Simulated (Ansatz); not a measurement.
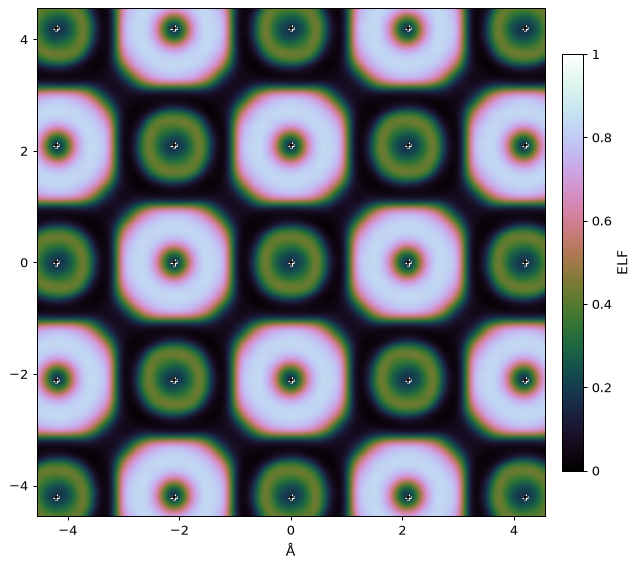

The electron localisation function on a plane through atoms (crosses mark nuclei in the plane).

All numbers below come from DFT, r2SCAN, PAW with Ansatz's default frozen-core files, scalar-relativistic; relaxation of cell and atoms (Ansatz).

Candidates:
A. MgO, a = 4.20 Å, b = 4.20 Å, c = 4.20 Å, α = 90.00°, β = 90.00°, γ = 90.00°. Space group Fm-3m.
B. ZrSe2, a = 3.81 Å, b = 3.81 Å, c = 6.42 Å, α = 90.00°, β = 90.00°, γ = 120.00°. Space group P-3m1.

Which candidate gave the map?

Answer. Candidate A: MgO on the (100) plane of the conventional cell, which holds Mg and O. Mg–O (2.10 Å): the ELF peaks at about 0.85 in the valence shell of O, 0.6 Å from its nucleus, and is about 0.35 at the midpoint: an ionic contact with no shared pair.
